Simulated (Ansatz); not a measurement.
**Geometry relaxation of TaN (part 1 of 2)**

- system: TaN (slab, 6 atoms in the cell)
- method: DFT r2SCAN, scalar-relativistic, plane waves, PAW, no spin polarisation (Ansatz 0.2.0)

The structure derives from an entry of the Crystallography Open Database. The input holds or restrains some coordinates. Forces given for the steps count only the free coordinates. It belongs to a series of runs on one base structure; here: clean slab, lower half held. Figures and captions count atoms from 1; the log counts them from 0 in places.

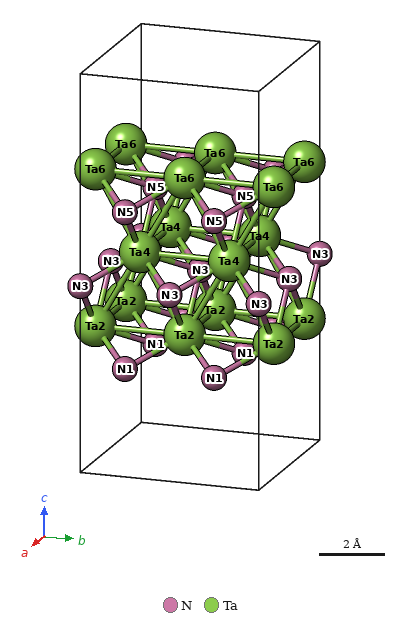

The structure as given in the input (ball-and-stick view of the 2 × 2 repeat of the cell, with the vacuum cut short, seen slightly off an axis; atoms are numbered from 1 in the order of the input). An atom can appear more than once, as a periodic image. Near neighbours in the periodic cell (some may lie outside the picture): N has 4 Ta at 2.23 Å; Ta has 6 N at 2.23 Å and 6 Ta at 2.88 to 2.94 Å; N has 6 Ta at 2.23 Å; Ta has 6 N at 2.23 Å and 8 Ta at 2.88 to 2.94 Å; Ta has 4 N at 2.23 Å and 6 Ta at 2.88 to 2.94 Å.

**Input**
```yaml
crystal:
  lattice:
    - [2.8846185531, 0.0, 0.0]
    - [0.0, 2.9361543271, 0.0]
    - [0.0, 0.0, 22.9331632189]
  atoms:
    - { symbol: "N", position: [0.0, 0.5, 0.3706422842] }
    - { symbol: Ta, position: [0.5, 0.0, 0.4076016316] }
    - { symbol: "N", position: [0.0, 0.0, 0.4815203263] }
    - { symbol: Ta, position: [0.5, 0.5, 0.5184796737] }
    - { symbol: "N", position: [0.0, 0.5, 0.5923983684] }
    - { symbol: Ta, position: [0.5, 0.0, 0.6293577158] }
basis:
  ecutwfc: 500
kpoints:
  mp_grid: { grid: [10, 10, 1] }
hamiltonian:
  xc: r2scan
scf:
  occupations: { method: gaussian, width: 0.1 }
output:
  forces: true
  eigenvalues: true
  write_density: true
  write_potential: true
  elf: true
  volumetric_format: npy
relax:
  adjacent_minimum: "off"
  f_tol: 0.03
  max_steps: 70
  constraints: [{ sites: [0, 1, 2] }]
efield:
  axis: 3
  dipole_correction: true
  ramp_width: 0.04
```

Machine: 4 threads of Intel Xeon (Sapphire Rapids), 32 GiB of memory available, shared host.

Launched with:
```bash
ansatz run input.yaml --threads 4 --pin off --max-ram 10240MiB --backend cpu --events-out ev --progress --plain --runs-dir out
```

**What the program printed**
```
Engine: ansatz 0.2.0, x86_64-unknown-linux-gnu
Pseudopotentials: kind: paw
Pseudopotential: N, paw, valence charge 5, recommended cutoff 500 eV (meta_gga), N.paw.azcp
Pseudopotential: Ta, paw, valence charge 13, recommended cutoff 500 eV (meta_gga), Ta.paw.azcp
Functional definition: r2SCAN
  parameter k0 = 0.174
  parameter k1 = 0.065
  parameter a1 = 4.9479
  exchange = r2scan_x(k0 = k0, k1 = k1, a1 = a1)
  correlation = r2scan_c
Crystal: 6 atoms, lattice volume = 194.237 Å³
Basis set: ecut = 500 eV, 4955 PW (Γ), exchange–correlation on 96×96×720 points (64 copies of the dense FFT grid, shifted against one another)
Bands: 33, of which v1, the nominal top of the filled ones, is band 27 counted from 1 (26 counted from 0)
Symmetry: 4 space group operations
Space group: Pmm2 (ITA 25), of the structure as read, at distance tolerance 5.8e-5 Å
k-points: 36 of 100
Non-local potential: N, projectors of the file, l = 0: 2, l = 1: 2, l = 2: 1
Non-local potential: Ta, projectors of the file, l = 0: 3, l = 1: 2, l = 2: 2, l = 3: 1
PAW form: soft (Blöchl's): semilocal exchange-correlation on the pseudo side does not see the compensation charge
PAW frozen core: N, regenerated for the run's functional (the file was generated under x = pbe(κ = 0.804, μ = 0.2195149727645171), c = pbe(β = 0.06672455060314922))
PAW frozen core: Ta, regenerated for the run's functional (the file was generated under x = pbe(κ = 0.804, μ = 0.2195149727645171), c = pbe(β = 0.06672455060314922))
PAW one-centre angular grid: N, 302 points (default); XC on 160 Gauss nodes
PAW one-centre angular grid: Ta, 590 points (default); XC on 160 Gauss nodes
Initial density: superposition of atomic densities (neutral atoms: chi_scale 0, normalization atom), corrected by the library's trained network
Initial wavefunctions: pseudopotential atomic-orbital guess
Functional: x = r2scan, c = r2scan; τ floored in thin density (d = 2e-4 eV/Å³)
SCF iter   1: F=—  HF=-30991.971726 eV  |F-HF|=—  |Δ(HF+E_count)|=         —  Δρ=1.41e-2  dr2=8.09e0  dr2_τ=3.72e-1  ethr=1.77e-3  p=-0.029 e·Å  D=-2.75e-2 V/Å  ΔV_dip=0.63 eV  dr2_dipole=3.25e0  V_vac-E_F(+/−)=5.79/5.16 eV  ⟨swp⟩=8.2  Hψ=6505  notcnv=0
efield: sawtooth ramp at fractional position 0.9800 (placed from the atoms, in the widest stretch of the axis that holds none; the zero of the levels goes with the place), width 0.0400; the density the first Hamiltonian is built on has a dipole p = -0.029 e·Å; the dipole correction subtracts the counter field D = -2.75e-2 V/Å, which shifts the + side's vacuum level by +0.63 eV against the − side's; the planar-averaged density in the ramp window peaks in size at 2.2e-5 e/Å³
preconditioner: auto → LDOS  [metal: Δε(μ)=0.028 eV  Ē_g=9.376 eV  σ=0.100 eV  W_gap=0.16  n_scr=28 (ndim 8)  ℏωp=14.6 eV  f_vac=0.585  D(μ)=2.29/eV (n_scr^D=10)  β→1.0]
SCF iter   2: F=—  HF=-30992.077776 eV  |F-HF|=—  |Δ(HF+E_count)|=   1.06e-1  Δρ=2.66e-2  dr2=1.17e1  dr2_τ=1.95e-1  ethr=1.77e-3  p=0.101 e·Å  D=9.43e-2 V/Å  ΔV_dip=-2.16 eV  dr2_dipole=4.51e0  V_vac-E_F(+/−)=5.34/7.50 eV  ⟨swp⟩=4.1  Hψ=2331  notcnv=0  defer=42
SCF iter   3: F=—  HF=-30991.820546 eV  |F-HF|=—  |Δ(HF+E_count)|=   2.57e-1  Δρ=7.68e-3  dr2=3.63e-1  dr2_τ=1.36e-2  ethr=1.77e-3  p=0.061 e·Å  D=5.71e-2 V/Å  ΔV_dip=-1.31 eV  dr2_dipole=3.15e-3  V_vac-E_F(+/−)=5.50/6.81 eV  ⟨swp⟩=2.3  Hψ=1658  notcnv=0  defer=44
SCF iter   4: F=—  HF=-30991.880374 eV  |F-HF|=—  |Δ(HF+E_count)|=   5.98e-2  Δρ=1.08e-2  dr2=4.34e0  dr2_τ=2.98e-2  ethr=6.71e-4  p=0.081 e·Å  D=7.51e-2 V/Å  ΔV_dip=-1.72 eV  dr2_dipole=1.63e0  V_vac-E_F(+/−)=5.37/7.09 eV  ⟨swp⟩=3.4  Hψ=2171  notcnv=0  defer=48  recentre
SCF iter   5: F=—  HF=-30991.797905 eV  |F-HF|=—  |Δ(HF+E_count)|=   8.25e-2  Δρ=3.01e-3  dr2=6.96e-2  dr2_τ=9.75e-4  ethr=6.71e-4  p=0.064 e·Å  D=6.00e-2 V/Å  ΔV_dip=-1.38 eV  dr2_dipole=1.58e-2  V_vac-E_F(+/−)=5.48/6.86 eV  ⟨swp⟩=2.6  Hψ=1694  notcnv=0  defer=48
SCF iter   6: F=—  HF=-30991.791989 eV  |F-HF|=—  |Δ(HF+E_count)|=   5.92e-3  Δρ=1.23e-3  dr2=1.26e-2  dr2_τ=1.31e-4  ethr=1.29e-4  p=0.058 e·Å  D=5.38e-2 V/Å  ΔV_dip=-1.23 eV  dr2_dipole=4.08e-3  V_vac-E_F(+/−)=5.49/6.73 eV  ⟨swp⟩=1.9  Hψ=1648  notcnv=0  defer=46
SCF iter   7: F=—  HF=-30991.791690 eV  |F-HF|=—  |Δ(HF+E_count)|=   2.98e-4  Δρ=3.47e-4  dr2=3.47e-4  dr2_τ=3.54e-5  ethr=2.33e-5  p=0.053 e·Å  D=4.94e-2 V/Å  ΔV_dip=-1.13 eV  dr2_dipole=8.11e-7  V_vac-E_F(+/−)=5.52/6.65 eV  ⟨swp⟩=2.0  Hψ=1401  notcnv=0  defer=46
SCF iter   8: F=—  HF=-30991.791777 eV  |F-HF|=—  |Δ(HF+E_count)|=   8.67e-5  Δρ=1.64e-4  dr2=5.44e-5  dr2_τ=6.52e-6  ethr=6.43e-7  p=0.053 e·Å  D=4.89e-2 V/Å  ΔV_dip=-1.12 eV  dr2_dipole=3.36e-7  V_vac-E_F(+/−)=5.52/6.65 eV  ⟨swp⟩=2.8  Hψ=2111  notcnv=0  defer=46
SCF iter   9: F=—  HF=-30991.791788 eV  |F-HF|=—  |Δ(HF+E_count)|=   1.07e-5  Δρ=9.54e-5  dr2=3.14e-5  dr2_τ=2.30e-6  ethr=4.17e-8  p=0.052 e·Å  D=4.86e-2 V/Å  ΔV_dip=-1.12 eV  dr2_dipole=1.63e-6  V_vac-E_F(+/−)=5.53/6.64 eV  ⟨swp⟩=28.2  Hψ=16440  notcnv=0
SCF iter  10: F=-30991.791766 eV  HF=-30991.791788 eV  |F-HF|=2.24e-5  |Δ(HF+E_count)|=   1.49e-7  Δρ=4.71e-5  dr2=1.83e-5  dr2_τ=1.90e-7  ethr=4.17e-8  p=0.052 e·Å  D=4.86e-2 V/Å  ΔV_dip=-1.11 eV  dr2_dipole=6.76e-6  V_vac-E_F(+/−)=5.53/6.64 eV  ⟨swp⟩=18.0  Hψ=14259  notcnv=0
SCF 1 converged in 10 iterations: F = -30991.791766 eV  dr2 = 1.83e-5
  greatest PAW one-centre occupation: 0.998 electrons in one spin orbital (limit 2), on the Ta atom at site 5 (counted from 0), in its partial waves of l = 0
relax step   1: F+E_penalty+E_count = -30991.79176558 eV  Δ(F+E_penalty+E_count) = +0.000e0 eV  max|allowed force component| = 4.192e-1 eV/Å  Δτ_max = 0.0000 Å  (10 SCF iters, dr2 threshold 2.25e-5 eV, accepted)
Initial density: handed on by an earlier stage of this run
Initial wavefunctions: those handed on with the density
iter 1 solved again at ethr=4.67e-4 eV; its pass at ethr=3.10e-3 eV (dr2=2.52e-1 eV) is discarded
SCF iter   1: F=—  HF=-30991.597151 eV  |F-HF|=—  |Δ(HF+E_count)|=         —  Δρ=4.14e-3  dr2=2.58e-1  dr2_τ=4.84e-1  ethr=4.67e-4  p=0.052 e·Å  D=4.86e-2 V/Å  ΔV_dip=-1.11 eV  dr2_dipole=7.03e-2  V_vac-E_F(+/−)=5.53/6.64 eV  ⟨swp⟩=2.0  Hψ=4317  notcnv=0  defer=47
efield: sawtooth ramp at fractional position 0.9800 (handed on by an earlier solve), width 0.0400; the density the first Hamiltonian is built on has a dipole p = 0.052 e·Å; the dipole correction subtracts the counter field D = 4.86e-2 V/Å, which shifts the + side's vacuum level by -1.11 eV against the − side's; the planar-averaged density in the ramp window peaks in size at 9.0e-7 e/Å³
preconditioner: auto → LDOS  [metal: Δε(μ)=0.014 eV  Ē_g=9.035 eV  σ=0.100 eV  W_gap=0.08  n_scr=28 (ndim 8)  ℏωp=14.6 eV  f_vac=0.580  D(μ)=2.86/eV (n_scr^D=10)  β→1.0]
SCF iter   2: F=—  HF=-30991.790389 eV  |F-HF|=—  |Δ(HF+E_count)|=   1.93e-1  Δρ=1.42e-3  dr2=9.94e-3  dr2_τ=1.51e-3  ethr=4.67e-4  p=0.052 e·Å  D=4.80e-2 V/Å  ΔV_dip=-1.10 eV  dr2_dipole=9.35e-5  V_vac-E_F(+/−)=5.53/6.63 eV  ⟨swp⟩=2.6  Hψ=1807  notcnv=0  defer=47
SCF iter   3: F=—  HF=-30991.791378 eV  |F-HF|=—  |Δ(HF+E_count)|=   9.90e-4  Δρ=1.17e-3  dr2=9.07e-3  dr2_τ=4.51e-4  ethr=1.84e-5  p=0.050 e·Å  D=4.69e-2 V/Å  ΔV_dip=-1.08 eV  dr2_dipole=2.43e-5  V_vac-E_F(+/−)=5.51/6.58 eV  ⟨swp⟩=3.0  Hψ=2503  notcnv=0  defer=49
SCF iter   4: F=—  HF=-30991.790219 eV  |F-HF|=—  |Δ(HF+E_count)|=   1.16e-3  Δρ=3.49e-4  dr2=1.06e-3  dr2_τ=2.88e-5  ethr=1.68e-5  p=0.051 e·Å  D=4.71e-2 V/Å  ΔV_dip=-1.08 eV  dr2_dipole=8.84e-5  V_vac-E_F(+/−)=5.52/6.60 eV  ⟨swp⟩=2.0  Hψ=1588  notcnv=0  defer=49
SCF iter   5: F=—  HF=-30991.790170 eV  |F-HF|=—  |Δ(HF+E_count)|=   4.93e-5  Δρ=1.66e-4  dr2=1.90e-4  dr2_τ=7.19e-6  ethr=1.97e-6  p=0.051 e·Å  D=4.73e-2 V/Å  ΔV_dip=-1.08 eV  dr2_dipole=5.09e-5  V_vac-E_F(+/−)=5.52/6.61 eV  ⟨swp⟩=2.2  Hψ=1833  notcnv=0  defer=49
SCF iter   6: F=—  HF=-30991.790162 eV  |F-HF|=—  |Δ(HF+E_count)|=   8.56e-6  Δρ=7.20e-5  dr2=5.12e-5  dr2_τ=5.04e-7  ethr=3.51e-7  p=0.051 e·Å  D=4.72e-2 V/Å  ΔV_dip=-1.08 eV  dr2_dipole=1.42e-5  V_vac-E_F(+/−)=5.52/6.60 eV  ⟨swp⟩=2.1  Hψ=1626  notcnv=0  defer=49
SCF iter   7: F=-30991.790166 eV  HF=-30991.790167 eV  |F-HF|=8.58e-7  |Δ(HF+E_count)|=   5.01e-6  Δρ=3.14e-5  dr2=2.37e-6  dr2_τ=2.43e-7  ethr=2.03e-8  p=0.051 e·Å  D=4.71e-2 V/Å  ΔV_dip=-1.08 eV  dr2_dipole=1.72e-7  V_vac-E_F(+/−)=5.52/6.60 eV  ⟨swp⟩=24.2  Hψ=14602  notcnv=0
SCF 2 converged in 7 iterations: F = -30991.790166 eV  dr2 = 2.37e-6
relax step   2: F+E_penalty+E_count = -30991.79016566 eV  Δ(F+E_penalty+E_count) = +1.600e-3 eV  max|allowed force component| = 3.101e-1 eV/Å  Δτ_max = 0.0603 Å  (7 SCF iters, dr2 threshold 1.10e-5 eV, rejected (line search))
SCF iter   1: F=—  HF=-30991.739834 eV  |F-HF|=—  |Δ(HF+E_count)|=         —  Δρ=2.17e-3  dr2=5.40e-2  dr2_τ=1.47e-1  ethr=1.48e-3  p=0.051 e·Å  D=4.71e-2 V/Å  ΔV_dip=-1.08 eV  dr2_dipole=1.46e-2  V_vac-E_F(+/−)=5.50/6.58 eV  ⟨swp⟩=3.0  Hψ=2248  notcnv=0  defer=49
efield: sawtooth ramp at fractional position 0.9800 (handed on by an earlier solve), width 0.0400; the density the first Hamiltonian is built on has a dipole p = 0.051 e·Å; the dipole correction subtracts the counter field D = 4.71e-2 V/Å, which shifts the + side's vacuum level by -1.08 eV against the − side's; the planar-averaged density in the ramp window peaks in size at 9.8e-7 e/Å³
preconditioner: auto → LDOS  [metal: Δε(μ)=0.069 eV  Ē_g=9.099 eV  σ=0.100 eV  W_gap=0.34  n_scr=28 (ndim 8)  ℏωp=14.6 eV  f_vac=0.582  D(μ)=1.98/eV (n_scr^D=8)  β→1.0]
SCF iter   2: F=—  HF=-30991.798398 eV  |F-HF|=—  |Δ(HF+E_count)|=   5.86e-2  Δρ=1.11e-3  dr2=2.63e-2  dr2_τ=6.79e-4  ethr=9.99e-5  p=0.053 e·Å  D=4.95e-2 V/Å  ΔV_dip=-1.13 eV  dr2_dipole=5.00e-3  V_vac-E_F(+/−)=5.49/6.62 eV  ⟨swp⟩=2.3  Hψ=2398  notcnv=0  defer=48
SCF iter   3: F=—  HF=-30991.797132 eV  |F-HF|=—  |Δ(HF+E_count)|=   1.27e-3  Δρ=4.37e-4  dr2=1.03e-3  dr2_τ=6.52e-5  ethr=4.88e-5  p=0.052 e·Å  D=4.87e-2 V/Å  ΔV_dip=-1.12 eV  dr2_dipole=3.13e-5  V_vac-E_F(+/−)=5.52/6.64 eV  ⟨swp⟩=2.0  Hψ=1404  notcnv=0  defer=48
SCF iter   4: F=—  HF=-30991.797158 eV  |F-HF|=—  |Δ(HF+E_count)|=   2.62e-5  Δρ=1.86e-4  dr2=1.40e-4  dr2_τ=1.62e-5  ethr=1.91e-6  p=0.051 e·Å  D=4.78e-2 V/Å  ΔV_dip=-1.10 eV  dr2_dipole=1.13e-5  V_vac-E_F(+/−)=5.52/6.62 eV  ⟨swp⟩=3.1  Hψ=2046  notcnv=0  defer=48
SCF iter   5: F=—  HF=-30991.797159 eV  |F-HF|=—  |Δ(HF+E_count)|=   8.59e-7  Δρ=6.35e-5  dr2=1.15e-5  dr2_τ=1.52e-6  ethr=2.59e-7  p=0.052 e·Å  D=4.80e-2 V/Å  ΔV_dip=-1.10 eV  dr2_dipole=1.77e-8  V_vac-E_F(+/−)=5.52/6.63 eV  ⟨swp⟩=2.2  Hψ=1617  notcnv=0  defer=48
SCF iter   6: F=—  HF=-30991.797216 eV  |F-HF|=—  |Δ(HF+E_count)|=   5.70e-5  Δρ=3.71e-5  dr2=3.25e-6  dr2_τ=5.34e-7  ethr=2.13e-8  p=0.052 e·Å  D=4.80e-2 V/Å  ΔV_dip=-1.10 eV  dr2_dipole=5.30e-9  V_vac-E_F(+/−)=5.53/6.63 eV  ⟨swp⟩=3.3  Hψ=2434  notcnv=0  defer=48
SCF iter   7: F=—  HF=-30991.797217 eV  |F-HF|=—  |Δ(HF+E_count)|=   7.78e-7  Δρ=1.55e-5  dr2=4.95e-7  dr2_τ=3.08e-8  ethr=6.01e-9  p=0.052 e·Å  D=4.80e-2 V/Å  ΔV_dip=-1.10 eV  dr2_dipole=4.09e-10  V_vac-E_F(+/−)=5.53/6.63 eV  ⟨swp⟩=2.2  Hψ=1699  notcnv=0  defer=48
SCF iter   8: F=—  HF=-30991.797217 eV  |F-HF|=—  |Δ(HF+E_count)|=   5.14e-7  Δρ=8.83e-6  dr2=1.73e-7  dr2_τ=1.83e-8  ethr=1.85e-10  p=0.052 e·Å  D=4.80e-2 V/Å  ΔV_dip=-1.10 eV  dr2_dipole=1.63e-10  V_vac-E_F(+/−)=5.53/6.63 eV  ⟨swp⟩=23.0  Hψ=12581  notcnv=0
SCF iter   9: F=-30991.797217 eV  HF=-30991.797217 eV  |F-HF|=2.41e-8  |Δ(HF+E_count)|=   1.05e-7  Δρ=2.60e-6  dr2=1.02e-8  dr2_τ=1.06e-9  ethr=1.85e-10  p=0.052 e·Å  D=4.80e-2 V/Å  ΔV_dip=-1.10 eV  dr2_dipole=1.43e-11  V_vac-E_F(+/−)=5.53/6.63 eV  ⟨swp⟩=13.2  Hψ=10288  notcnv=0
SCF 3 converged in 9 iterations: F = -30991.797217 eV  dr2 = 1.02e-8
relax step   3: F+E_penalty+E_count = -30991.79721743 eV  Δ(F+E_penalty+E_count) = -5.452e-3 eV  max|allowed force component| = 7.326e-2 eV/Å  Δτ_max = 0.0268 Å  (9 SCF iters, accepted)
SCF iter   1: F=—  HF=-30991.797321 eV  |F-HF|=—  |Δ(HF+E_count)|=         —  Δρ=1.83e-4  dr2=1.06e-4  dr2_τ=4.38e-4  ethr=7.20e-6  p=0.052 e·Å  D=4.80e-2 V/Å  ΔV_dip=-1.10 eV  dr2_dipole=3.95e-6  V_vac-E_F(+/−)=5.53/6.63 eV  ⟨swp⟩=2.0  Hψ=2248  notcnv=0
efield: sawtooth ramp at fractional position 0.9800 (handed on by an earlier solve), width 0.0400; the density the first Hamiltonian is built on has a dipole p = 0.052 e·Å; the dipole correction subtracts the counter field D = 4.80e-2 V/Å, which shifts the + side's vacuum level by -1.10 eV against the − side's; the planar-averaged density in the ramp window peaks in size at 9.7e-7 e/Å³
preconditioner: auto → LDOS  [metal: Δε(μ)=0.015 eV  Ē_g=9.085 eV  σ=0.100 eV  W_gap=0.09  n_scr=28 (ndim 8)  ℏωp=14.6 eV  f_vac=0.582  D(μ)=2.18/eV (n_scr^D=10)  β→1.0]
SCF iter   2: F=—  HF=-30991.797366 eV  |F-HF|=—  |Δ(HF+E_count)|=   4.52e-5  Δρ=9.25e-5  dr2=7.22e-5  dr2_τ=2.45e-6  ethr=1.96e-7  p=0.051 e·Å  D=4.80e-2 V/Å  ΔV_dip=-1.10 eV  dr2_dipole=5.48e-6  V_vac-E_F(+/−)=5.53/6.63 eV  ⟨swp⟩=3.1  Hψ=2427  notcnv=0
SCF iter   3: F=—  HF=-30991.797417 eV  |F-HF|=—  |Δ(HF+E_count)|=   5.12e-5  Δρ=3.83e-5  dr2=6.81e-6  dr2_τ=4.14e-7  ethr=1.34e-7  p=0.051 e·Å  D=4.79e-2 V/Å  ΔV_dip=-1.10 eV  dr2_dipole=6.29e-7  V_vac-E_F(+/−)=5.53/6.63 eV  ⟨swp⟩=2.0  Hψ=1594  notcnv=0
SCF iter   4: F=—  HF=-30991.797417 eV  |F-HF|=—  |Δ(HF+E_count)|=   3.16e-8  Δρ=2.19e-5  dr2=1.43e-6  dr2_τ=1.19e-7  ethr=1.26e-8  p=0.051 e·Å  D=4.80e-2 V/Å  ΔV_dip=-1.10 eV  dr2_dipole=1.75e-7  V_vac-E_F(+/−)=5.53/6.63 eV  ⟨swp⟩=2.2  Hψ=1715  notcnv=0
SCF iter   5: F=—  HF=-30991.797417 eV  |F-HF|=—  |Δ(HF+E_count)|=   5.68e-8  Δρ=1.12e-5  dr2=5.60e-7  dr2_τ=4.32e-8  ethr=2.65e-9  p=0.051 e·Å  D=4.79e-2 V/Å  ΔV_dip=-1.10 eV  dr2_dipole=1.50e-8  V_vac-E_F(+/−)=5.53/6.63 eV  ⟨swp⟩=2.7  Hψ=1805  notcnv=0
SCF iter   6: F=-30991.797417 eV  HF=-30991.797417 eV  |F-HF|=3.16e-8  |Δ(HF+E_count)|=   1.17e-8  Δρ=3.31e-6  dr2=1.97e-8  dr2_τ=1.87e-9  ethr=1.85e-10  p=0.051 e·Å  D=4.80e-2 V/Å  ΔV_dip=-1.10 eV  dr2_dipole=1.31e-9  V_vac-E_F(+/−)=5.53/6.63 eV  ⟨swp⟩=17.5  Hψ=11968  notcnv=0
SCF 4 converged in 6 iterations: F = -30991.797417 eV  dr2 = 1.97e-8
relax step   4: F+E_penalty+E_count = -30991.79741722 eV  Δ(F+E_penalty+E_count) = -1.998e-4 eV  max|allowed force component| = 2.527e-2 eV/Å  Δτ_max = 0.0042 Å  (6 SCF iters, accepted)
iter 1 solved again at ethr=3.66e-11 eV; its pass at ethr=3.10e-3 eV (dr2=1.98e-8 eV) is discarded
SCF iter   1: F=—  HF=-30991.797417 eV  |F-HF|=—  |Δ(HF+E_count)|=         —  Δρ=3.31e-6  dr2=1.97e-8  dr2_τ=1.87e-9  ethr=3.66e-11  p=0.051 e·Å  D=4.80e-2 V/Å  ΔV_dip=-1.10 eV  dr2_dipole=1.32e-9  V_vac-E_F(+/−)=5.53/6.63 eV  ⟨swp⟩=1.0  Hψ=5886  notcnv=0
efield: sawtooth ramp at fractional position 0.9800 (kept from the solve that this one continues, or follows in the run), width 0.0400; the density the first Hamiltonian is built on has a dipole p = 0.051 e·Å; the dipole correction subtracts the counter field D = 4.80e-2 V/Å, which shifts the + side's vacuum level by -1.10 eV against the − side's; the planar-averaged density in the ramp window peaks in size at 9.8e-7 e/Å³
preconditioner: auto → LDOS  [metal: Δε(μ)=0.016 eV  Ē_g=9.085 eV  σ=0.100 eV  W_gap=0.09  n_scr=28 (ndim 8)  ℏωp=14.6 eV  f_vac=0.582  D(μ)=2.19/eV (n_scr^D=10)  β→1.0]
SCF iter   2: F=-30991.797417 eV  HF=-30991.797417 eV  |F-HF|=3.66e-9  |Δ(HF+E_count)|=   3.29e-8  Δρ=1.90e-6  dr2=1.00e-8  dr2_τ=5.63e-10  ethr=3.65e-11  p=0.051 e·Å  D=4.80e-2 V/Å  ΔV_dip=-1.10 eV  dr2_dipole=9.22e-10  V_vac-E_F(+/−)=5.53/6.63 eV  ⟨swp⟩=12.5  Hψ=10171  notcnv=0
SCF 5 converged in 2 iterations: F = -30991.797417 eV  dr2 = 1.00e-8
```
